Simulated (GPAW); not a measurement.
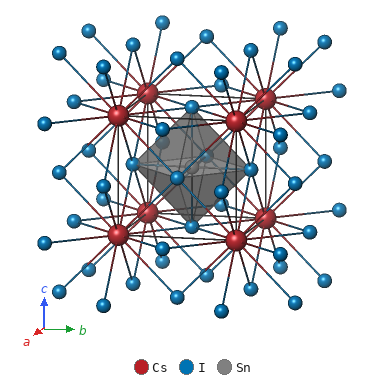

System: CsSnI₃, space group Pm-3m (No. 221). The picture shows the conventional cell.

Input file:
```
from ase import Atoms
from ase.eos import EquationOfState
from ase.io import Trajectory
from ase.units import GPa
from gpaw import GPAW, PW, setup_paths

setup_paths.insert(0, '.')

atoms = Atoms(['Cs', 'I', 'I', 'I', 'Sn'],
              cell=[[6.2057, 0.0, 0.0],
                    [0.0, 6.2057, 0.0],
                    [0.0, 0.0, 6.2057]],
              scaled_positions=[[0.0, 0.0, 0.0],
                                [0.5, 0.5, 0.0],
                                [0.5, 0.0, 0.5],
                                [0.0, 0.5, 0.5],
                                [0.5, 0.5, 0.5]],
              pbc=True)

traj = Trajectory('eos.traj', 'w')
volumes, energies = [], []
for x in [0.94, 0.96, 0.98, 1.0, 1.02, 1.04, 1.06]:
    a = atoms.copy()
    a.set_cell(atoms.cell * x**(1 / 3), scale_atoms=True)
    calc = GPAW(mode=PW(600),
                xc='PBEsol',
                kpts={'size': (5, 5, 5), 'gamma': True},
                occupations={'name': 'fermi-dirac', 'width': 0.05},
                nbands=37,
                convergence={'density': 1e-05, 'energy': 1e-05},
                maxiter=150,
                txt=f'eos-{x:.2f}.txt')
    a.calc = calc
    energies.append(a.get_potential_energy(force_consistent=True))
    volumes.append(a.get_volume())
    p = -a.get_stress()[:3].mean() / GPa
    calc.write(f'eos-{x:.2f}.gpw')
    traj.write(a)
    print(f'{x:.2f} {volumes[-1]:10.4f} A^3 {energies[-1]:14.6f} eV {p:9.3f} GPa', flush=True)

v0, e0, B = EquationOfState(volumes, energies, eos='birchmurnaghan').fit()
print(f'V0 = {v0:.4f} A^3, E0 = {e0:.6f} eV, B0 = {B / GPa:.2f} GPa')
```

Command:
```bash
gpaw-setup -f PBEsol Cs I Sn
OMP_NUM_THREADS=1 python run.py
```

Calculation (GPAW 26.7.0): PAW DFT in plane waves, on a grid or in atomic orbitals, no spin polarisation; energies at scaled volumes of the given cell, shape and fractions fixed, counted from the fit's minimum, third-order Birch-Murnaghan fit. Level: PBEsol.

| setting | value |
| --- | --- |
| k mesh | 5×5×5 |
| occupations | Fermi–Dirac |
| smearing width | 0.05 eV |
| potentials | PAW data sets made by gpaw setup for the functional |
| wave cutoff | 600 eV |
| program settings | basis pw |

Predict the energy and pressure against volume. The volume takes the values 44.93, 45.89, 46.84, 47.80, 48.75, 49.71, 50.66 Å³/atom.

A third-order Birch–Murnaghan fit gives V0 = 45.84 Å³/atom, B0 = 18.3 GPa and B′ = 4.8. The energy is 1.07 meV/atom at volume 44.93 Å³/atom and 23.85 meV/atom at 50.66 Å³/atom; the lowest computed point is at volume 45.89 Å³/atom (0.00 meV/atom), in a single well. The pressure falls from 0.38 GPa at volume 44.93 Å³/atom to −1.45 GPa at 50.66 Å³/atom, and changes sign near 45.84 Å³/atom.

```tsv
volume (Å³/atom)	energy (meV/atom)	pressure (GPa)
44.93	1.07	0.38
45.89	0.00	-0.02
46.84	1.19	-0.38
47.80	4.39	-0.69
48.75	9.36	-0.98
49.71	15.91	-1.22
50.66	23.85	-1.45
```

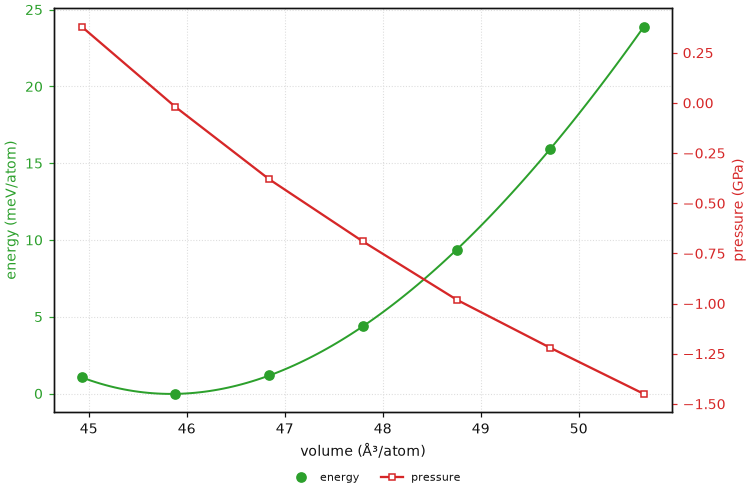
